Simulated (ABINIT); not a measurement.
CuAu₃: geometry relaxation (part 2 of 2)

The same run, continued: CuAu₃ (4 atoms in the cell); Kohn-Sham DFT of a periodic cell, PBEsol, PseudoDojo NC SR PBEsol v0.4.1 standard, no spin polarisation (ABINIT 10.8.3); cutoff 1251.72 eV, 5×5×5 k-mesh, fermi-dirac of 0.05 eV. The structure derives from an entry of the Crystallography Open Database.

Geometry of the input (Å; fractional positions):
```
3.9800  0.0000  0.0000
0.0000  3.9800  0.0000
0.0000  0.0000  3.9800
Au 0.5000  0.5000  0.0000
Au 0.5000  0.0000  0.5000
Au 0.0000  0.5000  0.5000
Cu 0.0000  0.0000  0.0000
```

### The program's output, continued
```
--- !ResultsGS
iteration_state: {dtset: 1, itime: 2, icycle: 1, }
comment   : Summary of ground state results
lattice_vectors:
- [  7.5144154,   0.0000000,   0.0000000, ]
- [  0.0000000,   7.5144154,   0.0000000, ]
- [  0.0000000,   0.0000000,   7.5144154, ]
lattice_lengths: [   7.51442,    7.51442,    7.51442, ]
lattice_angles: [ 90.000,  90.000,  90.000, ] # degrees, (23, 13, 12)
lattice_volume:   4.2431228E+02
convergence: {deltae: -1.421E-11, res2:  1.314E-13, residm:  7.581E-06, diffor: null, }
etotal    :  -6.31723880E+02
entropy   :   0.00000000E+00
fermie    :   4.56329501E-01
cartesian_stress_tensor: # hartree/bohr^3
- [  1.51204429E-05,   0.00000000E+00,   0.00000000E+00, ]
- [  0.00000000E+00,   1.51204429E-05,   0.00000000E+00, ]
- [  0.00000000E+00,   0.00000000E+00,   1.51204429E-05, ]
pressure_GPa:  -4.4486E-01
xred      :
- [  5.0000E-01,   5.0000E-01,   0.0000E+00, Au]
- [  5.0000E-01,   0.0000E+00,   5.0000E-01, Au]
- [  0.0000E+00,   5.0000E-01,   5.0000E-01, Au]
- [  0.0000E+00,   0.0000E+00,   0.0000E+00, Cu]
cartesian_forces: # hartree/bohr
- [ -0.00000000E+00,  -0.00000000E+00,  -0.00000000E+00, ]
- [ -0.00000000E+00,  -0.00000000E+00,  -0.00000000E+00, ]
- [ -0.00000000E+00,  -0.00000000E+00,  -0.00000000E+00, ]
- [ -0.00000000E+00,  -0.00000000E+00,  -0.00000000E+00, ]
force_length_stats: {min:   0.00000000E+00, max:   0.00000000E+00, mean:   0.00000000E+00, }
...

 Integrated electronic density in atomic spheres:
 ------------------------------------------------
 Atom  Sphere_radius  Integrated_density
    1        2.00000         15.55450882
    2        2.00000         15.55450882
    3        2.00000         15.55450882
    4        2.00000         17.29295217

---OUTPUT-----------------------------------------------------------------------

 Cartesian coordinates (xcart) [bohr]
  3.75720770386134E+00  3.75720770386134E+00  0.00000000000000E+00
  3.75720770386134E+00  0.00000000000000E+00  3.75720770386134E+00
  0.00000000000000E+00  3.75720770386134E+00  3.75720770386134E+00
  0.00000000000000E+00  0.00000000000000E+00  0.00000000000000E+00
 Reduced coordinates (xred)
  5.00000000000000E-01  5.00000000000000E-01  0.00000000000000E+00
  5.00000000000000E-01  0.00000000000000E+00  5.00000000000000E-01
  0.00000000000000E+00  5.00000000000000E-01  5.00000000000000E-01
  0.00000000000000E+00  0.00000000000000E+00  0.00000000000000E+00
 Cartesian forces (fcart) [Ha/bohr]; max,rms= 0.00000E+00 0.00000E+00 (free atoms)
 -0.00000000000000E+00 -0.00000000000000E+00 -0.00000000000000E+00
 -0.00000000000000E+00 -0.00000000000000E+00 -0.00000000000000E+00
 -0.00000000000000E+00 -0.00000000000000E+00 -0.00000000000000E+00
 -0.00000000000000E+00 -0.00000000000000E+00 -0.00000000000000E+00
 Gradient of E wrt nuclear positions in reduced coordinates (gred)
  0.00000000000000E+00  0.00000000000000E+00  0.00000000000000E+00
  0.00000000000000E+00  0.00000000000000E+00  0.00000000000000E+00
  0.00000000000000E+00  0.00000000000000E+00  0.00000000000000E+00
  0.00000000000000E+00  0.00000000000000E+00  0.00000000000000E+00
 Scale of Primitive Cell (acell) [bohr]
  7.51441540772268E+00  7.51441540772268E+00  7.51441540772268E+00
 Real space primitive translations (rprimd) [bohr]
  7.51441540772268E+00  0.00000000000000E+00  0.00000000000000E+00
  0.00000000000000E+00  7.51441540772268E+00  0.00000000000000E+00
  0.00000000000000E+00  0.00000000000000E+00  7.51441540772268E+00
 Unitary Cell Volume (ucvol) [Bohr^3]=  4.24312278638327E+02
 Angles (23,13,12)= [degrees]
  9.00000000000000E+01  9.00000000000000E+01  9.00000000000000E+01
 Lengths [Bohr]
  7.51441540772268E+00  7.51441540772268E+00  7.51441540772268E+00
 Stress tensor in cartesian coordinates (strten) [Ha/bohr^3]
  1.51204428544757E-05  0.00000000000000E+00  0.00000000000000E+00
  0.00000000000000E+00  1.51204428544827E-05  0.00000000000000E+00
  0.00000000000000E+00  0.00000000000000E+00  1.51204428545035E-05
 Total energy (etotal) [Ha]= -6.31723880061460E+02

 Difference of energy with previous step (new-old):
           Absolute (Ha)=-2.54217E-05
           Relative     =-4.02418E-08

--- Iteration: ( 3/50) Internal Cycle: (1/1)
--------------------------------------------------------------------------------

---SELF-CONSISTENT-FIELD CONVERGENCE--------------------------------------------

--- !BeginCycle
iteration_state: {dtset: 1, itime: 3, icycle: 1, }
solver: {iscf: 7, nstep: 80, nline: 4, wfoptalg: 0, }
tolerances: {tolvrs: 1.00E-12, }
...

     iter   Etot(hartree)      deltaE(h)  residm     vres2
 ETOT  1  -631.72030648487    -6.317E+02 1.249E-05 1.783E+01
 ETOT  2  -631.67593898901     4.437E-02 1.386E-05 2.704E+02
 ETOT  3  -631.72293313445    -4.699E-02 2.663E-04 7.444E+00
 ETOT  4  -631.72368825966    -7.551E-04 6.174E-06 1.402E+00
 ETOT  5  -631.72386163060    -1.734E-04 9.588E-06 1.938E-01
 ETOT  6  -631.72388864008    -2.701E-05 3.042E-06 1.313E-03
 ETOT  7  -631.72388881896    -1.789E-07 6.399E-06 8.486E-06
 ETOT  8  -631.72388882015    -1.194E-09 2.270E-06 4.500E-08
 ETOT  9  -631.72388882014     1.489E-11 4.769E-06 6.728E-08
 ETOT 10  -631.72388882014    -5.116E-12 1.799E-06 3.554E-10
 ETOT 11  -631.72388882017    -2.319E-11 3.737E-06 2.704E-13

 At SCF step   11       vres2   =  2.70E-13 < tolvrs=  1.00E-12 =>converged.

 Cartesian components of stress tensor (hartree/bohr^3)
  sigma(1 1)= -1.94814882E-07  sigma(3 2)=  0.00000000E+00
  sigma(2 2)= -1.94814882E-07  sigma(3 1)=  0.00000000E+00
  sigma(3 3)= -1.94814882E-07  sigma(2 1)=  0.00000000E+00

--- !ResultsGS
iteration_state: {dtset: 1, itime: 3, icycle: 1, }
comment   : Summary of ground state results
lattice_vectors:
- [  7.5074960,   0.0000000,   0.0000000, ]
- [  0.0000000,   7.5074960,   0.0000000, ]
- [  0.0000000,   0.0000000,   7.5074960, ]
lattice_lengths: [   7.50750,    7.50750,    7.50750, ]
lattice_angles: [ 90.000,  90.000,  90.000, ] # degrees, (23, 13, 12)
lattice_volume:   4.2314121E+02
convergence: {deltae: -2.319E-11, res2:  2.704E-13, residm:  3.737E-06, diffor: null, }
etotal    :  -6.31723889E+02
entropy   :   0.00000000E+00
fermie    :   4.58308040E-01
cartesian_stress_tensor: # hartree/bohr^3
- [ -1.94814882E-07,   0.00000000E+00,   0.00000000E+00, ]
- [  0.00000000E+00,  -1.94814882E-07,   0.00000000E+00, ]
- [  0.00000000E+00,   0.00000000E+00,  -1.94814882E-07, ]
pressure_GPa:   5.7317E-03
xred      :
- [  5.0000E-01,   5.0000E-01,   0.0000E+00, Au]
- [  5.0000E-01,   0.0000E+00,   5.0000E-01, Au]
- [  0.0000E+00,   5.0000E-01,   5.0000E-01, Au]
- [  0.0000E+00,   0.0000E+00,   0.0000E+00, Cu]
cartesian_forces: # hartree/bohr
- [ -0.00000000E+00,  -0.00000000E+00,  -0.00000000E+00, ]
- [ -0.00000000E+00,  -0.00000000E+00,  -0.00000000E+00, ]
- [ -0.00000000E+00,  -0.00000000E+00,  -0.00000000E+00, ]
- [ -0.00000000E+00,  -0.00000000E+00,  -0.00000000E+00, ]
force_length_stats: {min:   0.00000000E+00, max:   0.00000000E+00, mean:   0.00000000E+00, }
...

 Integrated electronic density in atomic spheres:
 ------------------------------------------------
 Atom  Sphere_radius  Integrated_density
    1        2.00000         15.54654475
    2        2.00000         15.54654475
    3        2.00000         15.54654475
    4        2.00000         17.29051220

---OUTPUT-----------------------------------------------------------------------

 Cartesian coordinates (xcart) [bohr]
  3.75374798701732E+00  3.75374798701732E+00  0.00000000000000E+00
  3.75374798701732E+00  0.00000000000000E+00  3.75374798701732E+00
  0.00000000000000E+00  3.75374798701732E+00  3.75374798701732E+00
  0.00000000000000E+00  0.00000000000000E+00  0.00000000000000E+00
 Reduced coordinates (xred)
  5.00000000000000E-01  5.00000000000000E-01  0.00000000000000E+00
  5.00000000000000E-01  0.00000000000000E+00  5.00000000000000E-01
  0.00000000000000E+00  5.00000000000000E-01  5.00000000000000E-01
  0.00000000000000E+00  0.00000000000000E+00  0.00000000000000E+00
 Cartesian forces (fcart) [Ha/bohr]; max,rms= 0.00000E+00 0.00000E+00 (free atoms)
 -0.00000000000000E+00 -0.00000000000000E+00 -0.00000000000000E+00
 -0.00000000000000E+00 -0.00000000000000E+00 -0.00000000000000E+00
 -0.00000000000000E+00 -0.00000000000000E+00 -0.00000000000000E+00
 -0.00000000000000E+00 -0.00000000000000E+00 -0.00000000000000E+00
 Gradient of E wrt nuclear positions in reduced coordinates (gred)
  0.00000000000000E+00  0.00000000000000E+00  0.00000000000000E+00
  0.00000000000000E+00  0.00000000000000E+00  0.00000000000000E+00
  0.00000000000000E+00  0.00000000000000E+00  0.00000000000000E+00
  0.00000000000000E+00  0.00000000000000E+00  0.00000000000000E+00
 Scale of Primitive Cell (acell) [bohr]
  7.50749597403464E+00  7.50749597403464E+00  7.50749597403465E+00
 Real space primitive translations (rprimd) [bohr]
  7.50749597403464E+00  0.00000000000000E+00  0.00000000000000E+00
  0.00000000000000E+00  7.50749597403464E+00  0.00000000000000E+00
  0.00000000000000E+00  0.00000000000000E+00  7.50749597403465E+00
 Unitary Cell Volume (ucvol) [Bohr^3]=  4.23141210306144E+02
 Angles (23,13,12)= [degrees]
  9.00000000000000E+01  9.00000000000000E+01  9.00000000000000E+01
 Lengths [Bohr]
  7.50749597403464E+00  7.50749597403464E+00  7.50749597403465E+00
 Stress tensor in cartesian coordinates (strten) [Ha/bohr^3]
 -1.94814882024941E-07  0.00000000000000E+00  0.00000000000000E+00
  0.00000000000000E+00 -1.94814882004124E-07  0.00000000000000E+00
  0.00000000000000E+00  0.00000000000000E+00 -1.94814882135963E-07
 Total energy (etotal) [Ha]= -6.31723888820167E+02

 Difference of energy with previous step (new-old):
           Absolute (Ha)=-8.75871E-06
           Relative     =-1.38648E-08

 At Broyd/MD step   3, gradients are converged :
  max grad (force/stress) = 1.9481E-05 < tolmxf= 2.0000E-05 ha/bohr (free atoms)

================================================================================

 ----iterations are completed or convergence reached----

 Mean square residual over all n,k,spin=   81.754E-10; max=  37.371E-07
 reduced coordinates (array xred) for    4 atoms
       0.500000000000      0.500000000000      0.000000000000
       0.500000000000      0.000000000000      0.500000000000
       0.000000000000      0.500000000000      0.500000000000
       0.000000000000      0.000000000000      0.000000000000
 rms dE/dt=  0.0000E+00; max dE/dt=  0.0000E+00; dE/dt below (all hartree)
    1       0.000000000000      0.000000000000      0.000000000000
    2       0.000000000000      0.000000000000      0.000000000000
    3       0.000000000000      0.000000000000      0.000000000000
    4       0.000000000000      0.000000000000      0.000000000000

 cartesian coordinates (angstrom) at end:
    1      1.98639788885498     1.98639788885498     0.00000000000000
    2      1.98639788885498     0.00000000000000     1.98639788885498
    3      0.00000000000000     1.98639788885498     1.98639788885498
    4      0.00000000000000     0.00000000000000     0.00000000000000

 cartesian forces (hartree/bohr) at end:
    1     -0.00000000000000    -0.00000000000000    -0.00000000000000
    2     -0.00000000000000    -0.00000000000000    -0.00000000000000
    3     -0.00000000000000    -0.00000000000000    -0.00000000000000
    4     -0.00000000000000    -0.00000000000000    -0.00000000000000
 frms,max,avg= 0.0000000E+00 0.0000000E+00   0.000E+00  0.000E+00  0.000E+00 h/b

 cartesian forces (eV/Angstrom) at end:
    1     -0.00000000000000    -0.00000000000000    -0.00000000000000
    2     -0.00000000000000    -0.00000000000000    -0.00000000000000
    3     -0.00000000000000    -0.00000000000000    -0.00000000000000
    4     -0.00000000000000    -0.00000000000000    -0.00000000000000
 frms,max,avg= 0.0000000E+00 0.0000000E+00   0.000E+00  0.000E+00  0.000E+00 e/A
 length scales=  7.507495974035  7.507495974035  7.507495974035 bohr
              =  3.972795777710  3.972795777710  3.972795777710 angstroms
 Fermi (or HOMO) energy (hartree) =   0.45831   Average Vxc (hartree)=  -0.50776
 Eigenvalues (hartree) for nkpt=  10  k points:
 kpt#   1, nband= 46, wtk=  0.00800, kpt=  0.0000  0.0000  0.0000 (reduced coord)
  -3.64602   -3.43396   -3.43329   -3.43329   -2.08665   -2.08665   -2.08665   -1.64799
  -1.64799   -1.64799   -1.64303   -1.64303   -1.64303   -1.64054   -1.64054   -1.64054
   0.08906    0.18074    0.21142    0.21142    0.21142    0.21549    0.21549    0.30628
   0.30628    0.30628    0.35372    0.35372    0.38875    0.40041    0.40041    0.40276
   0.40276    0.40276    0.40794    0.40794    0.40794    0.49304    0.49304    0.49304
   0.67880    0.67880    0.70850    0.81653    0.81653    0.81653
      occupation numbers for kpt#   1
   2.00000    2.00000    2.00000    2.00000    2.00000    2.00000    2.00000    2.00000
   2.00000    2.00000    2.00000    2.00000    2.00000    2.00000    2.00000    2.00000
   2.00000    2.00000    2.00000    2.00000    2.00000    2.00000    2.00000    2.00000
   2.00000    2.00000    2.00000    2.00000    2.00000    2.00000    2.00000    2.00000
   2.00000    2.00000    2.00000    2.00000    2.00000    0.00000    0.00000    0.00000
   0.00000    0.00000    0.00000    0.00000    0.00000    0.00000
 prteigrs : prtvol=0 or 1, do not print more k-points.

--- !EnergyTerms
iteration_state     : {dtset: 1, itime: 3, icycle: 1, }
comment             : Components of total free energy in Hartree
kinetic             :  2.14650970293695E+02
hartree             :  1.37142696545945E+02
xc                  : -9.85264618524396E+01
Ewald energy        : -4.40928696992852E+02
psp_core            :  2.12464518428132E+01
local_psp           : -4.38943180081147E+02
non_local_psp       : -2.63645409252169E+01
internal            : -6.31722761169203E+02
'-kT*entropy'       : -1.12765096352344E-03
total_energy        : -6.31723888820167E+02
total_energy_eV     : -1.71900827394987E+04
band_energy         : -5.62931656514520E+01
...

 Cartesian components of stress tensor (hartree/bohr^3)
  sigma(1 1)= -1.94814882E-07  sigma(3 2)=  0.00000000E+00
  sigma(2 2)= -1.94814882E-07  sigma(3 1)=  0.00000000E+00
  sigma(3 3)= -1.94814882E-07  sigma(2 1)=  0.00000000E+00

-Cartesian components of stress tensor (GPa)         [Pressure=  5.7317E-03 GPa]
- sigma(1 1)= -5.73165171E-03  sigma(3 2)=  0.00000000E+00
- sigma(2 2)= -5.73165171E-03  sigma(3 1)=  0.00000000E+00
- sigma(3 3)= -5.73165172E-03  sigma(2 1)=  0.00000000E+00

== END DATASET(S) ==============================================================
================================================================================

 -outvars: echo values of variables after computation  --------
            acell      7.5074959740E+00  7.5074959740E+00  7.5074959740E+00 Bohr
           etotal     -6.3172388882E+02
            fcart     -0.0000000000E+00 -0.0000000000E+00 -0.0000000000E+00
                      -0.0000000000E+00 -0.0000000000E+00 -0.0000000000E+00
                      -0.0000000000E+00 -0.0000000000E+00 -0.0000000000E+00
                      -0.0000000000E+00 -0.0000000000E+00 -0.0000000000E+00
           strten     -1.9481488202E-07 -1.9481488200E-07 -1.9481488214E-07
                       0.0000000000E+00  0.0000000000E+00  0.0000000000E+00
           xangst      1.9863978889E+00  1.9863978889E+00  0.0000000000E+00
                       1.9863978889E+00  0.0000000000E+00  1.9863978889E+00
                       0.0000000000E+00  1.9863978889E+00  1.9863978889E+00
                       0.0000000000E+00  0.0000000000E+00  0.0000000000E+00
             xred      5.0000000000E-01  5.0000000000E-01  0.0000000000E+00
                       5.0000000000E-01  0.0000000000E+00  5.0000000000E-01
                       0.0000000000E+00  5.0000000000E-01  5.0000000000E-01
                       0.0000000000E+00  0.0000000000E+00  0.0000000000E+00
 Calculation completed.
```

### Trajectory as extended XYZ (Å, eV, eV/Å), 3 frames, from step=0 to step=2
```
4
Lattice="3.9800 0.0000 0.0000 0.0000 3.9800 0.0000 0.0000 0.0000 3.9800" Properties=species:S:1:pos:R:3:forces:R:3 step=0 energy=-17190.08181
Au    1.9900    1.9900    0.0000    0.0000   0.0000   0.0000
Au    1.9900    0.0000    1.9900    0.0000   0.0000   0.0000
Au    0.0000    1.9900    1.9900    0.0000   0.0000   0.0000
Cu    0.0000    0.0000    0.0000    0.0000   0.0000   0.0000
4
Lattice="3.9765 0.0000 0.0000 0.0000 3.9765 0.0000 0.0000 0.0000 3.9765" Properties=species:S:1:pos:R:3:forces:R:3 step=1 energy=-17190.08250
Au    1.9882    1.9882    0.0000    0.0000   0.0000   0.0000
Au    1.9882    0.0000    1.9882    0.0000   0.0000   0.0000
Au    0.0000    1.9882    1.9882    0.0000   0.0000   0.0000
Cu    0.0000    0.0000    0.0000    0.0000   0.0000   0.0000
4
Lattice="3.9728 0.0000 0.0000 0.0000 3.9728 0.0000 0.0000 0.0000 3.9728" Properties=species:S:1:pos:R:3:forces:R:3 step=2 energy=-17190.08274
Au    1.9864    1.9864    0.0000    0.0000   0.0000   0.0000
Au    1.9864    0.0000    1.9864    0.0000   0.0000   0.0000
Au    0.0000    1.9864    1.9864    0.0000   0.0000   0.0000
Cu    0.0000    0.0000    0.0000    0.0000   0.0000   0.0000
```

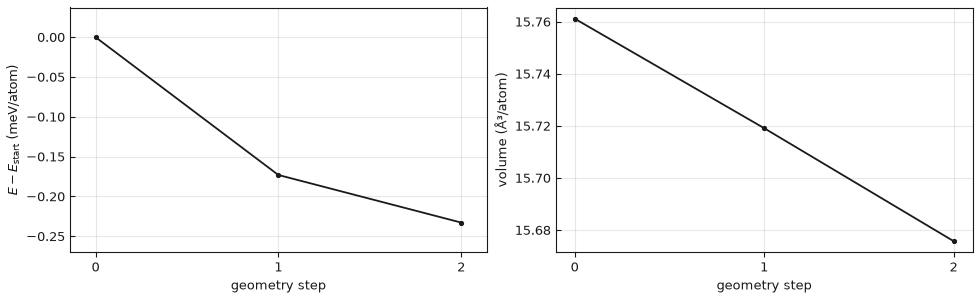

*Progress of the relaxation, step by step (steps are counted from 0).*

The atoms keep their places relative to the cell (all moves are under 0.005 Å). Over 2 geometry steps the energy falls by 0.2 meV per atom. All forces vanish by symmetry, so only the cell relaxes.

### Results in brief

- outcome: converged
- space group (tolerance 0.01 Å): Pm-3m (221)
- electrons treated: 76
- free energy: −17190.0827 eV
- Fermi energy: 12.471 eV
- gap on the k-point mesh: none (metallic)
- pressure: 0.01 GPa
- final volume: 62.70 Å³
- largest force (length of the vector) at the end: under 0.001 eV/Å
- final cell: a = 3.973 Å, b = 3.973 Å, c = 3.973 Å, α = 90.00°, β = 90.00°, γ = 90.00°
- wall time: 5.2 min (CPU time 21 min)
- peak memory: 0.44 GiB

Spin–orbit coupling is left out, which matters for Au.
